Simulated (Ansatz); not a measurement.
System: Al2Cu (slab).

Input file:

```
crystal:
  lattice:
    - [4.8278486161, 0.0, 0.0]
    - [0.0, 5.9931013823, 0.0]
    - [0.0, 0.0, 26.0313821063]
  atoms:
    - { symbol: Cu, position: [0.75, 0.5, 0.2881137839] }
    - { symbol: Cu, position: [0.25, 0.5, 0.2881137839] }
    - { symbol: Al, position: [0.0, 0.1593199576, 0.324793383] }
    - { symbol: Al, position: [0.5, 0.8406800424, 0.324793383] }
    - { symbol: Al, position: [0.0, 0.6593199576, 0.3665471927] }
    - { symbol: Al, position: [0.5, 0.3406800424, 0.3665471927] }
    - { symbol: Cu, position: [0.25, 0.0, 0.4032267917] }
    - { symbol: Cu, position: [0.75, 0.0, 0.4032267917] }
    - { symbol: Al, position: [0.5, 0.6593199576, 0.4399063908] }
    - { symbol: Al, position: [0.0, 0.3406800424, 0.4399063908] }
    - { symbol: Al, position: [0.5, 0.1593199576, 0.4816602005] }
    - { symbol: Al, position: [0.0, 0.8406800424, 0.4816602005] }
    - { symbol: Cu, position: [0.75, 0.5, 0.5183397995] }
    - { symbol: Cu, position: [0.25, 0.5, 0.5183397995] }
    - { symbol: Al, position: [0.0, 0.1593199576, 0.5550193986] }
    - { symbol: Al, position: [0.5, 0.8406800424, 0.5550193986] }
    - { symbol: Al, position: [0.0, 0.6593199576, 0.5967732083] }
    - { symbol: Al, position: [0.5, 0.3406800424, 0.5967732083] }
    - { symbol: Cu, position: [0.25, 0.0, 0.6334528073] }
    - { symbol: Cu, position: [0.75, 0.0, 0.6334528073] }
    - { symbol: Al, position: [0.5, 0.6593199576, 0.6701324064] }
    - { symbol: Al, position: [0.0, 0.3406800424, 0.6701324064] }
    - { symbol: Al, position: [0.5, 0.1593199576, 0.7118862161] }
    - { symbol: Al, position: [0.0, 0.8406800424, 0.7118862161] }
basis:
  ecutwfc: 420
kpoints:
  mp_grid: { grid: [7, 6, 1] }
hamiltonian:
  xc: pbesol
scf:
  occupations: { method: gaussian, width: 0.1 }
output:
  forces: true
  stress: true
  eigenvalues: true
  write_density: true
  write_potential: true
  elf: true
  volumetric_format: npy
efield:
  axis: 3
  dipole_correction: true
  ramp_width: 0.04
```

Command:

```sh
ansatz run input.yaml --threads 2 --pin off --max-ram 5120MiB --backend cpu --events-out ev --progress --plain --runs-dir out
```

Not relaxed (largest force 0.6 eV/Å); computed without spin polarisation.

The calculation used Ansatz, DFT PBEsol, scalar-relativistic, plane waves, PAW.

Q: What can the converged valence pseudo-density and electron localisation function tell about the bonding?

A: Al–Al (2.70 Å): ρ is about 0.25 e/Å³ halfway; the ELF peaks at about 0.85 between the atoms.

Q: Does the calculation make it a metal, or give it a gap?

A: It is metallic or semimetallic at this level of theory: no gap opens.

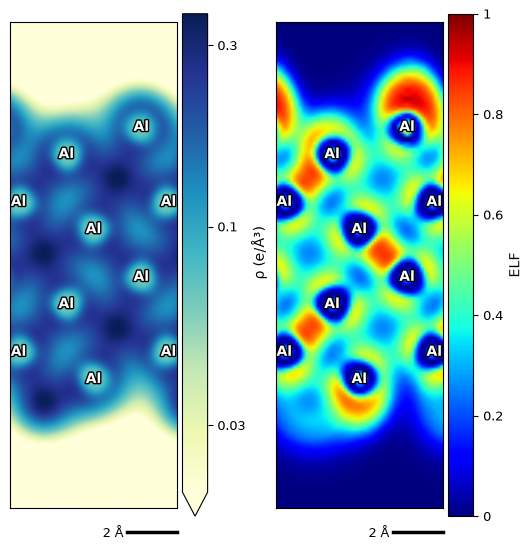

Computed valence pseudo-density and electron localisation function on the (100) plane of the calculation cell, a cut from vacuum to vacuum, in this order. 

In a PAW calculation such maps are meaningful between the atoms, not at the nuclei.
